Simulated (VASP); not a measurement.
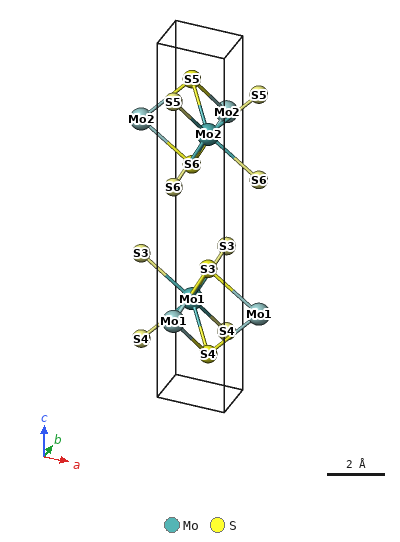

Figure 1. The input geometry of run A (ball-and-stick view of the cell of the calculation, seen slightly off an axis; neighbours outside the cell are drawn fainter; atoms are numbered from 1 in the order of the input). An atom can appear more than once, as a periodic image. Near neighbours in the periodic cell (some may lie outside the picture): Mo has 6 S at 2.41 Å; S has 3 Mo at 2.41 Å.

**Two runs on MoS$_{2}$**

System: MoS$_{2}$ (P6₃/mmc, 6 atoms in the cell).
Method of run A: DFT, PBE, plane waves, PAW (VASP 6.6.1).

The structure was built on a prototype by a generator. The geometry comes from this level: r2scan-rvv10 (a point of a series of strains). 

## INCAR, run A
```
ENCUT = 520.000000
SIGMA = 0.020000
EDIFF = 1.00e-07
GGA = PE
PREC = Accurate
IBRION = -1
ISIF = 2
ISMEAR = -1
NBANDS = 35
NELM = 120
NSW = 0
LASPH = .TRUE.
LCHARG = .FALSE.
LWAVE = .FALSE.
LREAL = .FALSE.
```

## KPOINTS, run A
```
KPOINTS created by Atomic Simulation Environment
0
Gamma
12 12 2
0 0 0
```

## KPOINTS_OPT, run A
```
special points
7
Reciprocal
0.0000000000 0.0000000000 0.0000000000 1
0.5000000000 0.0000000000 0.0000000000 1
0.3333333333 0.3333333333 0.0000000000 1
0.0000000000 0.0000000000 0.5000000000 1
0.5000000000 0.0000000000 0.5000000000 1
0.3333333333 0.3333333333 0.5000000000 1
0.1744790000 0.1744790000 0.0000000000 1
```

## POSCAR, run A
```
Mo S
 1.0000000000000000
     3.1730199293068684    0.0000000000288675    0.0000000000000000
    -1.5865099646784344    2.7479158654796181    0.0000000000000000
     0.0000000000000000    0.0000000000000000   12.9333317975999993
 Mo  S
   2   4
Cartesian
 -0.0000000000166668  1.8319439103293678  3.2333329493999998
  1.5865099646451013  0.9159719551791174  9.6999988482000017
  1.5865099646451013  0.9159719551791174  4.7919490958038153
  1.5865099646451013  0.9159719551791174  1.6747168029961830
 -0.0000000000166668  1.8319439103293678 11.2586149946038194
 -0.0000000000166668  1.8319439103293678  8.1413827017961822
```

Command:
```bash
mpirun -np 1 vasp_std
```

Hardware: 1 CPU thread, shared host.

## OSZICAR and lines of OUTCAR (run A)
```
N       E                     dE             d eps       ncg     rms          rms(c)
DAV:   1     0.432593126065E+03    0.43259E+03   -0.29322E+04  2964   0.140E+03
DAV:   2    -0.232786080330E+02   -0.45587E+03   -0.44079E+03  3170   0.360E+02
DAV:   3    -0.461689679885E+02   -0.22890E+02   -0.22435E+02  3301   0.727E+01
DAV:   4    -0.466436040593E+02   -0.47464E+00   -0.47344E+00  3148   0.106E+01
DAV:   5    -0.466529820361E+02   -0.93780E-02   -0.93766E-02  3151   0.150E+00    0.340E+01
DAV:   6    -0.444651615598E+02    0.21878E+01   -0.12683E+01  2896   0.226E+01    0.126E+01
DAV:   7    -0.440390458056E+02    0.42612E+00   -0.55972E+00  2857   0.146E+01    0.810E+00
[...]
DAV:   1     0.121920335567E+04   -0.98485E+04      546
DAV:   2    -0.197077497695E+04   -0.31900E+04      589
DAV:   3    -0.212520026244E+04   -0.15443E+03      601
DAV:   4    -0.212856932329E+04   -0.33691E+01      596
DAV:   5    -0.212863968927E+04   -0.70366E-01      582
DAV:   6    -0.212864178627E+04   -0.20970E-02      612
DAV:   7    -0.212864186270E+04   -0.76434E-04      590
DAV:   8    -0.212864186636E+04   -0.36576E-05      596
DAV:   9    -0.212864186656E+04   -0.20329E-06      470
DAV:  10    -0.212864186657E+04   -0.10104E-07      339
[... from OUTCAR:]
   NELECT =      52.0000    total number of electrons
 E-fermi :   7.1101
  free  energy   TOTEN  =       -43.6779379574 eV
  energy  without entropy=      -43.6779379574  energy(sigma->0) =      -43.67793796
```

The input of run B differs as follows (lines with − go, lines with + come):
```diff
-     0.0000000000000000    0.0000000000000000   12.9333317975999993
+     0.0000000000000000    0.0000000000000000   12.0628190804000006
- -0.0000000000166668  1.8319439103293678  3.2333329493999998
-  1.5865099646451013  0.9159719551791174  9.6999988482000017
-  1.5865099646451013  0.9159719551791174  4.7919490958038153
-  1.5865099646451013  0.9159719551791174  1.6747168029961830
- -0.0000000000166668  1.8319439103293678 11.2586149946038194
- -0.0000000000166668  1.8319439103293678  8.1413827017961822
+ -0.0000000000166668  1.8319439103293678  3.0157047700999997
+  1.5865099646451009  0.9159719551791174  9.0471143102999996
+  1.5865099646451009  0.9159719551791174  4.5671030229234457
+  1.5865099646451009  0.9159719551791174  1.4643065172765526
+ -0.0000000000166668  1.8319439103293678 10.5985125631234478
+ -0.0000000000166668  1.8319439103293678  7.4957160574765522
```

Predict how the results change.

With the same functional and potentials, run B lies 18.4 meV per atom higher. The gap on the mesh goes from 1.14 to 0.78 eV. The pressure goes from 1.60 to 3.18 GPa. The volume per atom goes from 18.79 to 17.53 Å³. The SCF takes 16 iterations against 17.

## OSZICAR and lines of OUTCAR (run B)
```
N       E                     dE             d eps       ncg     rms          rms(c)
DAV:   1     0.443199474022E+03    0.44320E+03   -0.29427E+04  2948   0.142E+03
DAV:   2    -0.232497103190E+02   -0.46645E+03   -0.44953E+03  3200   0.367E+02
DAV:   3    -0.460576857797E+02   -0.22808E+02   -0.22374E+02  3223   0.745E+01
DAV:   4    -0.464966314668E+02   -0.43895E+00   -0.43805E+00  3180   0.105E+01
DAV:   5    -0.465043518795E+02   -0.77204E-02   -0.77195E-02  3132   0.142E+00    0.344E+01
DAV:   6    -0.443321815496E+02    0.21722E+01   -0.12473E+01  2890   0.225E+01    0.128E+01
DAV:   7    -0.439240152270E+02    0.40817E+00   -0.55271E+00  2840   0.146E+01    0.820E+00
[...]
DAV:   1     0.196957784418E+04   -0.94728E+04      546
DAV:   2    -0.126780525640E+04   -0.32374E+04      594
DAV:   3    -0.141610386378E+04   -0.14830E+03      588
DAV:   4    -0.141911639644E+04   -0.30125E+01      571
DAV:   5    -0.141917583294E+04   -0.59437E-01      579
DAV:   6    -0.141917794411E+04   -0.21112E-02      598
DAV:   7    -0.141917800113E+04   -0.57019E-04      590
DAV:   8    -0.141917800374E+04   -0.26182E-05      598
DAV:   9    -0.141917800388E+04   -0.13982E-06      422
DAV:  10    -0.141917800389E+04   -0.65247E-08      309
[... from OUTCAR:]
   NELECT =      52.0000    total number of electrons
 E-fermi :   8.2340
  free  energy   TOTEN  =       -43.5678248692 eV
  energy  without entropy=      -43.5678248691  energy(sigma->0) =      -43.56782487
```

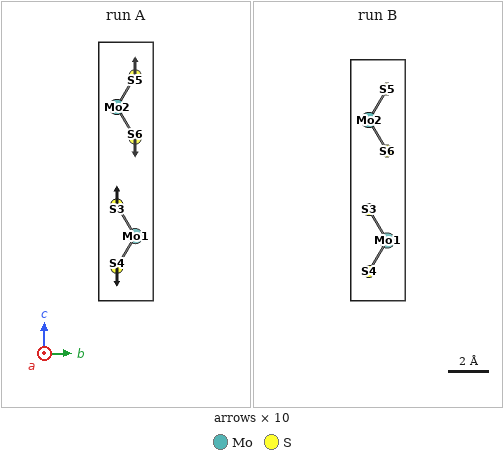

Figure 2. The two input geometries at one scale (ball-and-stick view of the cell of the calculation, along the a axis). The black arrows on the first give the shifts of the atoms relative to the cell, magnified 10 times. The largest moves relative to the cell, 0.098 Å, are those of S3, S4, S5 and S6. Mo stays in place. The drawn cell changes as follows: a = b stay at 3.173 Å, c 12.933 → 12.063 Å (−6.7 %); the volume changes by −6.7 %. Among the contacts that change: Mo1–S3 2.405 → 2.401 Å.

## The two runs side by side

```tsv
quantity	run A	run B
outcome	converged	converged
free energy per atom (eV)	−7.2797	−7.2613
gap on the mesh (eV)	1.14	0.78
pressure (GPa)	1.60	3.18
volume per atom (Å³)	18.79	17.53
largest force (eV/Å)	0.094	0.110
SCF iterations	17	16
irreducible k-points	38	38
```
